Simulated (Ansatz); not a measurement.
Start from this file.

```xyz
4
Lattice="3.9245 0.0000 0.0000 0.0000 3.9245 0.0000 0.0000 0.0000 3.9245" Properties=species:S:1:pos:R:3 pbc="T T T"
Ti    0.0000    0.0000    0.0000
Pt    1.9623    1.9623    0.0000
Pt    1.9623    0.0000    1.9623
Pt    0.0000    1.9623    1.9623
```

Question: Work out the structure from the coordinates.

Answer: It has the composition TiPt$_{3}$. Space group Pm-3m (No. 221), lattice primitive cubic. Type of structure: Cu₃Au (L1₂) type. Counting shared atoms by their share gives 1 Ti, 3 Pt, or 4 atoms. Each Ti atom is coordinated by twelve Pt in a cuboctahedral arrangement at 2.78 Å. The Pt atoms are each bonded to eight Pt and four Ti in a cuboctahedral arrangement (2.78 Å to Pt, 2.78 Å to Ti). The bonds build a three-dimensional framework.

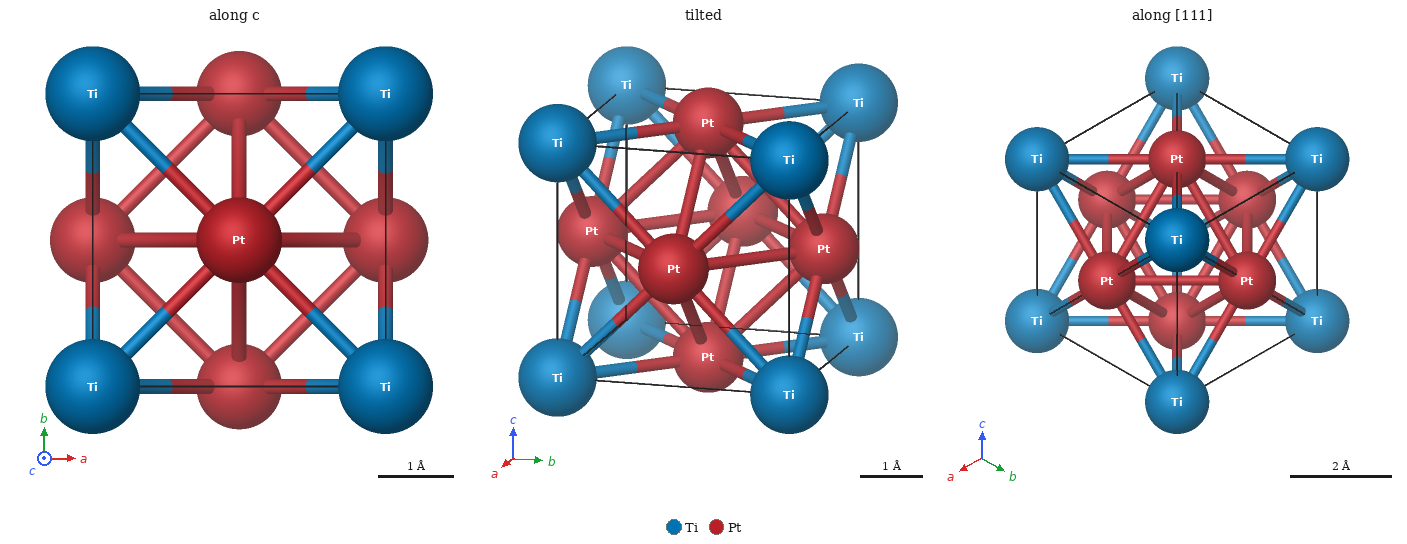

Drawn in the ball-and-stick manner and seen along the c axis, slightly off an axis and along [111]. The lines enclose the conventional unit cell; boundary atoms appear with their images.

It goes back to a structure listed in the Materials Project. Earlier steps of the study may have refined or changed the cell and positions. An electronic-structure calculation with Ansatz was run on it.

At this level of theory the cell isn't at rest (compressed, at 4 GPa), so its distances can differ from those at equilibrium, the more so the softer the solid.
